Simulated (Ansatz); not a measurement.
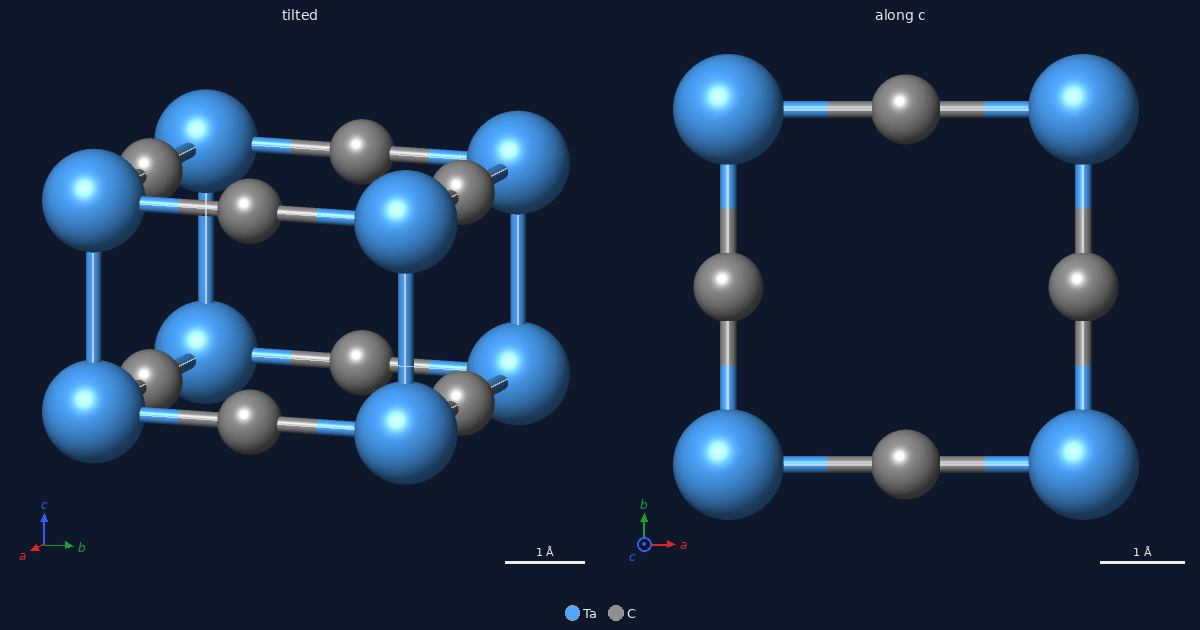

A ball-and-stick picture of a crystal structure, seen slightly off an axis and along the c axis. Lines trace the edges of the conventional unit cell. Cell: a = 4.24 Å, b = 4.24 Å, c = 2.75 Å, α = 90.00°, β = 90.00°, γ = 90.00°.

The cell started as a random cell made by a generator, so it need not be a real form of the compound. Earlier steps of the study may have refined or changed the cell and positions. A calculation with Ansatz used it as input.

### Describe the crystal.

Chemical formula TaC2. Its lattice is primitive tetragonal, its space group P4/mmm (No. 123). The cell comprises 1 formula unit: 1 Ta, 2 C. The Ta atoms are each bonded to four C and two Ta in a distorted octahedral arrangement (about 2.1 Å to C, 2.7 Å to Ta). About every C there are two Ta in a linear arrangement at about 2.1 Å. The bonds build a three-dimensional framework.

The calculation used DFT PBE, scalar-relativistic, plane waves, PAW (Ansatz), with wavefunction cutoff 420 eV, k-point mesh 12×12×16, Gaussian smearing of 0.1 eV, no spin polarisation.

### Does it come out as a metal, or with a gap?

A metal: bands cross the Fermi level.

### State the Bader charges by element.

Ta +1.52 e; C -0.76 e.

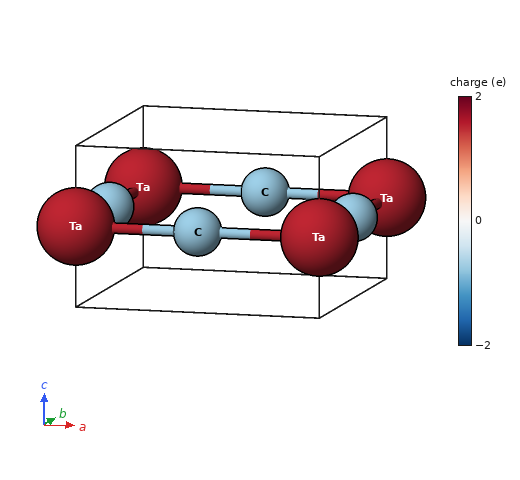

The atoms coloured by those charges. The run's cell of 3 atoms is drawn, so axes and origin can differ from the first picture.

### Can this geometry be taken as optimised?

Yes. All forces vanish to within 0.01 eV/Å. The pressure is 0.0 GPa, close to zero.
